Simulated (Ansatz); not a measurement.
**Geometry relaxation, with input and output: SnO₂**

- system: SnO₂ (6 atoms in the cell)
- method: DFT PBE, scalar-relativistic, plane waves, PAW, no spin polarisation (Ansatz 0.2.0)

The structure was made by a generator, so it may or may not be a known phase. Figures and captions count atoms from 1; the log counts them from 0 in places.

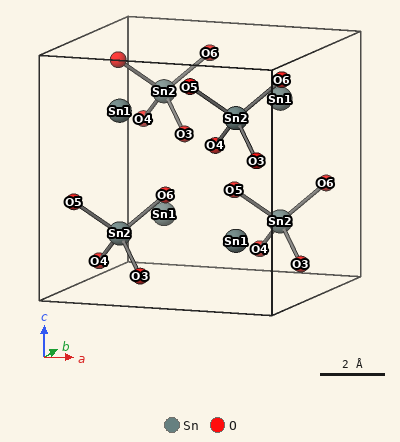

Figure 1. The starting structure (ball-and-stick view of the cell 4 times as large as that of the calculation, set on its symmetry axes, seen slightly off an axis; atoms are numbered from 1 in the order of the input). An atom can appear more than once, as a periodic image.

Summary

| quantity | value |
| --- | --- |
| outcome | converged |
| space group (tolerance 0.01 Å) | F-43m (216) |
| electrons treated | 52 |
| free energy | −14307.5103 eV |
| Fermi energy | 3.712 eV |
| gap on the k-point mesh | none (metallic) |
| pressure | 0.02 GPa |
| final volume | 122.17 Å³ |
| largest force (length of the vector) at the end | 0.004 eV/Å |
| final cell | a = 5.570 Å, b = 5.570 Å, c = 5.570 Å, α = 60.00°, β = 60.00°, γ = 60.00° |
| hardware | 1 thread of Arm Neoverse V2, 24 GiB of memory available, shared host |
| wall time | 35 s |
| peak memory | 0.39 GiB |

Input file
```yaml
crystal:
  lattice:
    - [0.0, 3.9338670575, 3.9338670575]
    - [3.9338670575, 0.0, 3.9338670575]
    - [3.9338670575, 3.9338670575, 0.0]
  atoms:
    - { symbol: Sn, position: [0.25, 0.25, 0.25] }
    - { symbol: Sn, position: [0.75, 0.75, 0.75] }
    - { symbol: O, position: [0.6073431733, 0.1779704802, 0.6073431733] }
    - { symbol: O, position: [0.6073431733, 0.6073431733, 0.6073431733] }
    - { symbol: O, position: [0.1779704802, 0.6073431733, 0.6073431733] }
    - { symbol: O, position: [0.6073431733, 0.6073431733, 0.1779704802] }
basis:
  ecutwfc: 420
kpoints:
  mp_grid: { grid: [8, 8, 8] }
hamiltonian:
  xc: pbe
scf:
  occupations: { method: gaussian, width: 0.1 }
output:
  forces: true
  stress: true
  eigenvalues: true
  write_density: true
  write_potential: true
  elf: true
  volumetric_format: npy
relax:
  adjacent_minimum: "off"
  f_tol: 0.01
  max_steps: 80
  cell: { stress_tol: 0.05 }
```

Launch command:
```bash
ansatz run input.yaml --threads 1 --pin off --max-ram 2560MiB --backend cpu --events-out ev --progress --plain --runs-dir out
```

Log
```
Engine: ansatz 0.2.0, aarch64-unknown-linux-gnu
Pseudopotentials: kind: paw
Pseudopotential: Sn, paw, valence charge 14, recommended cutoff 420 eV (normal), Sn.paw.azcp
Pseudopotential: O, paw, valence charge 6, recommended cutoff 420 eV (normal), O.paw.azcp
Functional definition: PBE
  parameter kappa = 0.804
  parameter beta = 0.06672455060314922
  exchange = pbe_x(kappa = kappa, mu = beta*pi^2/3)
  correlation = pbe_c(beta = beta)
Crystal: 6 atoms, lattice volume = 121.756 Å³
Basis set: ecut = 420 eV, 2421 PW (Γ), exchange–correlation on 80×80×80 points (8 copies of the dense FFT grid, shifted against one another)
Bands: 32, of which v1, the nominal top of the filled ones, is band 26 counted from 1 (25 counted from 0)
Symmetry: 24 space group operations
Space group: F-43m (ITA 216), of the structure as read, at distance tolerance 5.0e-5 Å
k-points: 29 of 512 (time reversal used)
Non-local potential: Sn, projectors of the file, l = 0: 2, l = 1: 2, l = 2: 2, l = 3: 2
Non-local potential: O, projectors of the file, l = 0: 2, l = 1: 2, l = 2: 1
PAW form: soft (Blöchl's): semilocal exchange-correlation on the pseudo side does not see the compensation charge
PAW one-centre angular grid: Sn, 590 points (default); XC on 64 Gauss nodes
PAW one-centre angular grid: O, 110 points (default); XC on 64 Gauss nodes
Initial density: superposition of atomic densities (neutral atoms: chi_scale 0, normalization atom), corrected by the library's trained network
Initial wavefunctions: pseudopotential atomic-orbital guess
Functional: x = pbe(κ = 0.804, μ = 0.2195149727645171), c = pbe(β = 0.06672455060314922)
SCF iter   1: F=—  HF=-14307.527659 eV  |F-HF|=—  |Δ(HF+E_count)|=         —  Δρ=1.08e-2  dr2=6.18e-2  ethr=1.77e-3  ⟨swp⟩=6.5  Hψ=4273  notcnv=0
preconditioner: auto → LDOS  [metal: Δε(μ)=0.029 eV  Ē_g=14.849 eV  σ=0.100 eV  W_gap=0.16  n_scr=26 (ndim 8)  ℏωp=24.3 eV  f_vac=0.156  D(μ)=16.19/eV (n_scr^D=258)  β→1.0]
SCF iter   2: F=—  HF=-14307.513643 eV  |F-HF|=—  |Δ(HF+E_count)|=   1.40e-2  Δρ=6.33e-3  dr2=1.67e-2  ethr=1.19e-4  ⟨swp⟩=2.1  Hψ=1608  notcnv=0  defer=29
SCF iter   3: F=—  HF=-14307.510253 eV  |F-HF|=—  |Δ(HF+E_count)|=   3.39e-3  Δρ=1.06e-3  dr2=1.16e-3  ethr=3.21e-5  ⟨swp⟩=2.0  Hψ=1200  notcnv=0  defer=29
SCF iter   4: F=—  HF=-14307.510154 eV  |F-HF|=—  |Δ(HF+E_count)|=   9.90e-5  Δρ=4.66e-4  dr2=3.21e-4  ethr=2.24e-6  ⟨swp⟩=2.2  Hψ=1512  notcnv=0  defer=29
SCF iter   5: F=—  HF=-14307.510171 eV  |F-HF|=—  |Δ(HF+E_count)|=   1.62e-5  Δρ=2.69e-4  dr2=9.24e-5  ethr=6.17e-7  ⟨swp⟩=2.9  Hψ=1330  notcnv=0  defer=29
SCF iter   6: F=—  HF=-14307.510200 eV  |F-HF|=—  |Δ(HF+E_count)|=   2.98e-5  Δρ=8.65e-5  dr2=8.38e-6  ethr=1.78e-7  ⟨swp⟩=2.0  Hψ=1463  notcnv=0  defer=29
SCF iter   7: F=—  HF=-14307.510201 eV  |F-HF|=—  |Δ(HF+E_count)|=   9.31e-7  Δρ=1.31e-5  dr2=1.21e-7  ethr=1.61e-8  ⟨swp⟩=2.9  Hψ=1683  notcnv=0  defer=29
SCF iter   8: F=-14307.510201 eV  HF=-14307.510201 eV  |F-HF|=1.66e-10  |Δ(HF+E_count)|=   1.03e-7  Δρ=2.65e-6  dr2=6.67e-9  ethr=1.92e-10  ⟨swp⟩=14.2  Hψ=6988  notcnv=0
SCF 1 converged in 8 iterations: F = -14307.510201 eV  dr2 = 6.67e-9
  greatest PAW one-centre occupation: 0.993 electrons in one spin orbital (limit 2), on the Sn atom at site 1 (counted from 0), in its partial waves of l = 2
relax step   1: F+E_penalty+E_count = -14307.51020148 eV  Δ(F+E_penalty+E_count) = +0.000e0 eV  max|allowed force component| = 6.245e-3 eV/Å  Δτ_max = 0.0000 Å  P = +0.142 GPa  Ω = 121.756 Å³  (8 SCF iters, dr2 threshold 1.00e-7 eV, accepted)
Crystal: 6 atoms, lattice volume = 122.174 Å³
Initial density: handed on by an earlier stage of this run
Initial wavefunctions: those handed on with the density
iter 1 solved again at ethr=2.43e-7 eV; its pass at ethr=3.10e-3 eV (dr2=1.26e-4 eV) is discarded
SCF iter   1: F=—  HF=-14307.509253 eV  |F-HF|=—  |Δ(HF+E_count)|=         —  Δρ=2.67e-4  dr2=1.11e-4  ethr=2.43e-7  ⟨swp⟩=2.0  Hψ=4455  notcnv=0
preconditioner: auto → LDOS  [metal: Δε(μ)=0.010 eV  Ē_g=14.797 eV  σ=0.100 eV  W_gap=0.06  n_scr=26 (ndim 8)  ℏωp=24.2 eV  f_vac=0.160  D(μ)=15.33/eV (n_scr^D=228)  β→1.0]
SCF iter   2: F=—  HF=-14307.509226 eV  |F-HF|=—  |Δ(HF+E_count)|=   2.69e-5  Δρ=1.48e-4  dr2=1.14e-5  ethr=2.13e-7  ⟨swp⟩=2.6  Hψ=1712  notcnv=0
SCF iter   3: F=—  HF=-14307.509270 eV  |F-HF|=—  |Δ(HF+E_count)|=   4.39e-5  Δρ=4.90e-5  dr2=3.11e-6  ethr=2.18e-8  ⟨swp⟩=2.0  Hψ=1658  notcnv=0
SCF iter   4: F=—  HF=-14307.509270 eV  |F-HF|=—  |Δ(HF+E_count)|=   3.06e-7  Δρ=2.74e-5  dr2=1.20e-6  ethr=5.98e-9  ⟨swp⟩=2.0  Hψ=1689  notcnv=0
SCF iter   5: F=—  HF=-14307.509270 eV  |F-HF|=—  |Δ(HF+E_count)|=   2.10e-7  Δρ=1.27e-5  dr2=2.18e-7  ethr=2.30e-9  ⟨swp⟩=2.9  Hψ=1598  notcnv=0
SCF iter   6: F=-14307.509270 eV  HF=-14307.509270 eV  |F-HF|=2.68e-8  |Δ(HF+E_count)|=   4.50e-9  Δρ=4.99e-6  dr2=2.79e-8  ethr=9.69e-11  ⟨swp⟩=10.1  Hψ=6287  notcnv=0
SCF 2 converged in 6 iterations: F = -14307.509270 eV  dr2 = 2.79e-8
relax step   2: F+E_penalty+E_count = -14307.50926983 eV  Δ(F+E_penalty+E_count) = +9.316e-4 eV  max|allowed force component| = 2.421e-3 eV/Å  Δτ_max = 0.0018 Å  P = +0.002 GPa  Ω = 122.174 Å³  energy of the carried Pulay correction = -1.144e-3 eV  (6 SCF iters, dr2 threshold 5.04e-8 eV, accepted)
Initial wavefunctions: pseudopotential atomic-orbital guess (no wavefunctions were taken with the density)
iter 1 solved again at ethr=1.22e-7 eV; its pass at ethr=3.10e-3 eV (dr2=6.35e-5 eV) is discarded
SCF iter   1: F=—  HF=-14307.509742 eV  |F-HF|=—  |Δ(HF+E_count)|=         —  Δρ=8.30e-5  dr2=2.68e-7  ethr=1.22e-7  ⟨swp⟩=3.3  Hψ=6689  notcnv=0
preconditioner: auto → LDOS  [metal: Δε(μ)=0.009 eV  Ē_g=14.798 eV  σ=0.100 eV  W_gap=0.05  n_scr=26 (ndim 8)  ℏωp=24.2 eV  f_vac=0.160  D(μ)=15.31/eV (n_scr^D=228)  β→1.0]
SCF iter   2: F=—  HF=-14307.510286 eV  |F-HF|=—  |Δ(HF+E_count)|=   5.43e-4  Δρ=6.08e-6  dr2=3.01e-8  ethr=5.16e-10  ⟨swp⟩=3.0  Hψ=1843  notcnv=0
SCF iter   3: F=—  HF=-14307.510286 eV  |F-HF|=—  |Δ(HF+E_count)|=   2.08e-8  Δρ=2.35e-6  dr2=6.00e-9  ethr=5.79e-11  ⟨swp⟩=2.0  Hψ=1656  notcnv=0
SCF iter   4: F=—  HF=-14307.510286 eV  |F-HF|=—  |Δ(HF+E_count)|=   4.09e-8  Δρ=1.26e-6  dr2=1.93e-9  ethr=1.15e-11  ⟨swp⟩=2.1  Hψ=1560  notcnv=0
SCF iter   5: F=—  HF=-14307.510286 eV  |F-HF|=—  |Δ(HF+E_count)|=   1.01e-9  Δρ=8.17e-7  dr2=7.06e-10  ethr=3.71e-12  ⟨swp⟩=2.3  Hψ=1386  notcnv=0
SCF iter   6: F=—  HF=-14307.510286 eV  |F-HF|=—  |Δ(HF+E_count)|=   1.50e-9  Δρ=4.23e-7  dr2=2.10e-10  ethr=1.36e-12  ⟨swp⟩=1.4  Hψ=1030  notcnv=0
SCF iter   7: F=-14307.510286 eV  HF=-14307.510286 eV  |F-HF|=3.64e-12  |Δ(HF+E_count)|=  3.82e-11  Δρ=6.80e-8  dr2=4.31e-12  ethr=1.00e-12  ⟨swp⟩=5.2  Hψ=4892  notcnv=0
SCF 3 converged in 7 iterations: F = -14307.510286 eV  dr2 = 4.31e-12
relax step   3: F+E_penalty+E_count = -14307.51028572 eV  Δ(F+E_penalty+E_count) = -1.016e-3 eV  max|allowed force component| = 2.360e-3 eV/Å  Δτ_max = 0.0000 Å  P = +0.018 GPa  Ω = 122.174 Å³  stress off target by 1.79e-2 GPa  SCF on the basis re-selected at this cell (its energy is not comparable with the rows above)  (7 SCF iters)
```

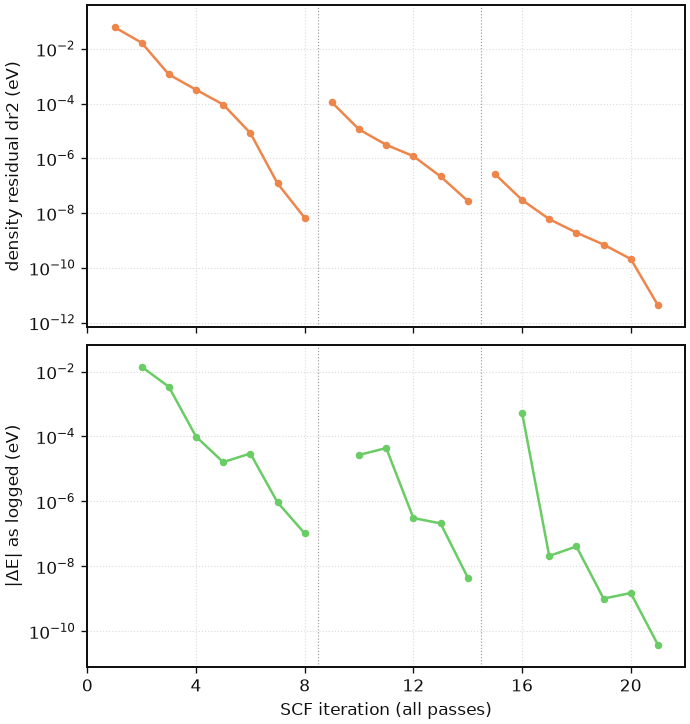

Figure 2. Convergence of the self-consistent field: density residual dr2 and size of the energy change against the SCF iteration. The dotted lines part the SCF passes of the relaxation: geometry steps, rejected trials and re-solves on a re-selected basis. The passes take 8, 6 and 7 iterations.

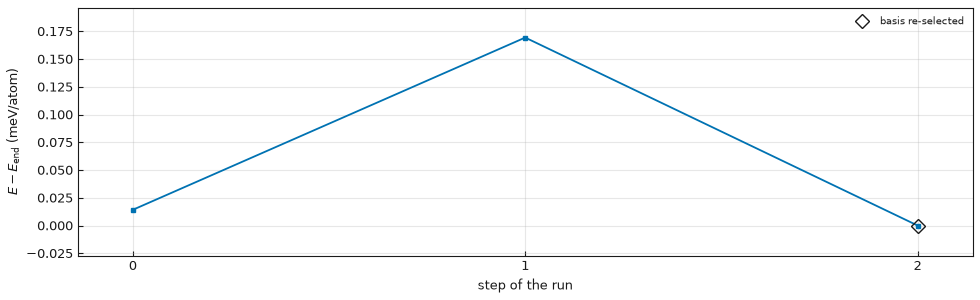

Figure 3. Progress of the relaxation, step by step (the first geometry is step 0 here and step 1 in the log). The atoms keep their places relative to the cell (all moves are under 0.005 Å). Cell: a = b = c 7.868 → 7.877 Å (+0.1 %). Volume +0.3 %. The space group stays F-43m (No. 216). Over 1 geometry step the energy rises by 0.2 meV per atom. Largest force component: 0.0062 eV/Å at the start, 0.0024 eV/Å at the end. Pressure: 0.14 GPa at the start and 0.02 GPa at the end. A last SCF at the same geometry on a re-selected plane-wave basis shifts the energy by −0.2 meV per atom.

```
basis re-selected at this cell: Δ(F+E_penalty+E_count) = -1.016e-3 eV, ΔP = +0.015 GPa vs the last step (what re-selecting the basis moved, of the pressure what is left beyond the Pulay correction that the steps carried, after the strain that the cell walked since its last selection, with what the two solves' SCF thresholds leave and, on support functions, any second-order correction that the steps lacked; it is no measure of the basis error at this ecutwfc). This SCF's stress stands 1.79e-2 GPa from its target on what of the cell is left free (relax.cell.stress_tol is 5.00e-2 GPa) and its largest allowed force component is 2.36e-3 eV/Å (relax.f_tol is 1.00e-2 eV/Å): within both
SCF converged after 7 iterations
Free energy (F): -14307.510286 eV
Harris-Foulkes:  -14307.510286 eV  (|F-HF|=3.64e-12)
Internal energy: -14307.433729 eV  (E = F + TS)
E sigma→0 (E₀):  -14307.472007 eV
Entropy (-TS):   -0.076557 eV (-12.759 meV/atom)
Fermi energy:    3.711704 eV
--- Per-component energies (eV) ---
  E_band       = -407.345389
  E_kinetic    = 1053.526670
  E_local      = -4245.844317  (includes V_loc(G=0)·N_el)
  E_nonlocal   = 129.871600
  E_hartree    = 2031.656235
  E_xc         = -1052.047536
  E_vxc        = -557.268181  (∫ρ·V_xc dr)
  E_paw        = -8902.673336  (= ΣΔE_a)
  E_vpaw       = -850.952684  (= ΣTr[D̂ρ^β])
  E_aug_tail   = 0.009115  (compensation charges beyond the density's cutoff)
  E_ewald      = -3321.932160
  E_smearing   = -0.076557  (= −TS)
  E_closure    = -0.000000  (closes the sum)
  Σ components = -14307.510286   (vs F -14307.510286, Δ=0.00e0)
--- Forces (eV/Å), atoms counted from 1 ---
  atom   1  Sn    -0.00000000     0.00000000    -0.00000000
  atom   2  Sn    -0.00000000     0.00000000     0.00000000
  atom   3  O      0.00236032    -0.00236032     0.00236032
  atom   4  O     -0.00236032    -0.00236032    -0.00236032
  atom   5  O     -0.00236032     0.00236032     0.00236032
  atom   6  O      0.00236032     0.00236032    -0.00236032
  max |Σ_I F_I| component: 6.68e-17 eV/Å
--- Stress (GPa, compression-positive) ---
        0.017917       0.000000       0.000000
        0.000000       0.017917      -0.000000
        0.000000      -0.000000       0.017917
  P = ⅓ Tr σ = 0.0179 GPa (0.179 kbar)
--- Band table (eV; the first three rows and the last of 29) ---
  k-point 0: bands = ["-18.2083", "-18.2083", "-18.2068", "-18.2068", "-18.2068", "-16.5150", "-16.5150", "-16.5150", "-15.9291", "-15.9291", "-13.8332", "-11.7046", "-11.7046", "-11.7046", "-2.6961", "-2.0147", "0.4373", "0.4373", "0.4373", "2.0602", "2.0602", "3.7041", "3.7041", "3.7041", "3.7132", "3.7132", "3.7132", "6.2786", "6.2786", "6.2786", "7.3540", "11.4562"]
  k-point 1: bands = ["-18.2083", "-18.2083", "-18.2068", "-18.2067", "-18.2067", "-16.5200", "-16.5146", "-16.5146", "-15.9291", "-15.9291", "-13.7833", "-11.7756", "-11.7066", "-11.7066", "-2.5759", "-2.0699", "0.4976", "0.4976", "0.5317", "2.0373", "2.0373", "3.4685", "3.5716", "3.5716", "3.7144", "3.7406", "3.7406", "6.0125", "6.3462", "6.3462", "7.7432", "10.9810"]
  k-point 2: bands = ["-18.2084", "-18.2084", "-18.2069", "-18.2065", "-18.2065", "-16.5320", "-16.5137", "-16.5137", "-15.9292", "-15.9292", "-13.6484", "-11.9603", "-11.7115", "-11.7115", "-2.2951", "-2.1511", "0.6525", "0.6525", "0.7312", "2.0097", "2.0097", "2.9161", "3.2480", "3.2480", "3.7172", "3.7767", "3.7767", "5.6775", "6.5060", "6.5060", "8.3537", "10.4714"]
  k-point 28: bands = ["-18.2090", "-18.2083", "-18.2071", "-18.2062", "-18.2060", "-16.5613", "-16.5105", "-16.5101", "-15.9295", "-15.9288", "-13.1229", "-12.5677", "-11.7385", "-11.7384", "-2.3649", "-1.0267", "-0.0608", "1.0703", "1.7312", "1.8671", "1.9122", "2.1312", "2.5406", "3.2052", "3.2173", "3.3664", "3.6548", "6.0327", "6.4844", "6.5338", "8.9468", "10.4741"]
--- Relaxed structure (2 steps of the walk, 2 accepted, 1 SCFs on fresh bases) ---
  F+E_penalty+E_count = -14307.51028572 eV   max|allowed force component| = 2.360e-3 eV/Å   (the final SCF, on the basis selected at the relaxed cell)
  cell:  # Å, volume = 122.1743 Å³
    - [-3.8215290246716924e-35, 3.9383711196768676, 3.9383711196768676]
    - [3.9383711196768676, -1.554088470033155e-33, 3.9383711196768676]
    - [3.9383711196768676, 3.9383711196768676, -1.643257480608828e-33]
  atoms:
    - { symbol: Sn, position: [0.25000000000000006, 0.25000000000000006, 0.25000000000000006] }
    - { symbol: Sn, position: [0.75, 0.75, 0.75] }
    - { symbol: O, position: [0.6074775370153178, 0.17756738895404656, 0.6074775370153178] }
    - { symbol: O, position: [0.6074775370153178, 0.6074775370153178, 0.6074775370153178] }
    - { symbol: O, position: [0.17756738895404656, 0.6074775370153178, 0.6074775370153178] }
    - { symbol: O, position: [0.6074775370153178, 0.6074775370153178, 0.17756738895404656] }
```

Trajectory as extended XYZ (Å, eV, eV/Å), 3 frames, from step=1 to step=3
```
6
Lattice="0.0000 3.9339 3.9339 3.9339 0.0000 3.9339 3.9339 3.9339 0.0000" Properties=species:S:1:pos:R:3:forces:R:3 step=1 energy=-14307.51020 pressure_GPa=0.14
Sn    1.9669    1.9669    1.9669    0.0000   0.0000   0.0000
Sn    5.9008    5.9008    5.9008    0.0000   0.0000   0.0000
O     3.0893    4.7784    3.0893   -0.0062   0.0062  -0.0062
O     4.7784    4.7784    4.7784    0.0062   0.0062   0.0062
O     4.7784    3.0893    3.0893    0.0062  -0.0062  -0.0062
O     3.0893    3.0893    4.7784   -0.0062  -0.0062   0.0062
6
Lattice="0.0000 3.9384 3.9384 3.9384 0.0000 3.9384 3.9384 3.9384 0.0000" Properties=species:S:1:pos:R:3:forces:R:3 step=2 energy=-14307.50927 pressure_GPa=0.00
Sn    1.9692    1.9692    1.9692    0.0000   0.0000   0.0000
Sn    5.9076    5.9076    5.9076    0.0000   0.0000   0.0000
O     3.0918    4.7849    3.0918    0.0024  -0.0024   0.0024
O     4.7849    4.7849    4.7849   -0.0024  -0.0024  -0.0024
O     4.7849    3.0918    3.0918   -0.0024   0.0024   0.0024
O     3.0918    3.0918    4.7849    0.0024   0.0024  -0.0024
6
Lattice="0.0000 3.9384 3.9384 3.9384 0.0000 3.9384 3.9384 3.9384 0.0000" Properties=species:S:1:pos:R:3:forces:R:3 step=3 energy=-14307.51029 pressure_GPa=0.02
Sn    1.9692    1.9692    1.9692    0.0000   0.0000   0.0000
Sn    5.9076    5.9076    5.9076    0.0000   0.0000   0.0000
O     3.0918    4.7849    3.0918    0.0024  -0.0024   0.0024
O     4.7849    4.7849    4.7849   -0.0024  -0.0024  -0.0024
O     4.7849    3.0918    3.0918   -0.0024   0.0024   0.0024
O     3.0918    3.0918    4.7849    0.0024   0.0024  -0.0024
```

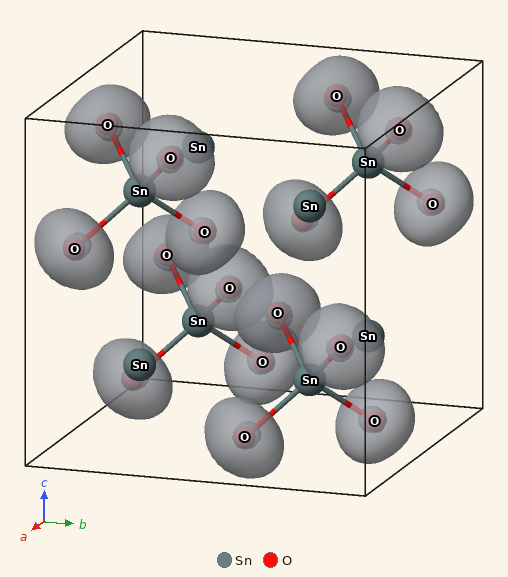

Figure 4. Isosurface of the electron localisation function at 0.65 (grey), seen slightly off an axis. Only the valence region is drawn (cores and ρ < 0.01 e/Å³ removed). Sticks mark near contacts. The outline is the cell set on symmetry axes. Profiles from the grid: Sn–O (1.94 Å): the ELF is about 0.25 at the midpoint (a polar contact without a shared pair, in a metal). In a PAW calculation such maps are meaningful between the atoms, not at the nuclei.

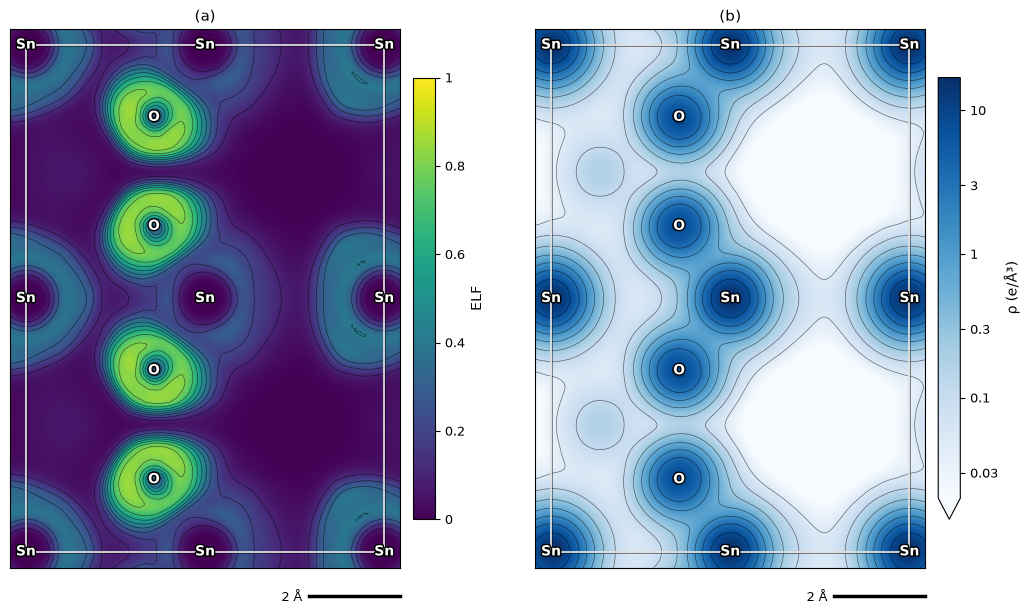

Figure 5. (a) electron localisation function; (b) valence electron density on the (110) plane of the conventional cell. The section cuts through Sn and O sites. Sn–O (1.94 Å): ρ is about 0.86 e/Å³ halfway; the ELF is about 0.25 at the midpoint (a polar contact without a shared pair, in a metal). The density dies away to nearly zero in the voids.
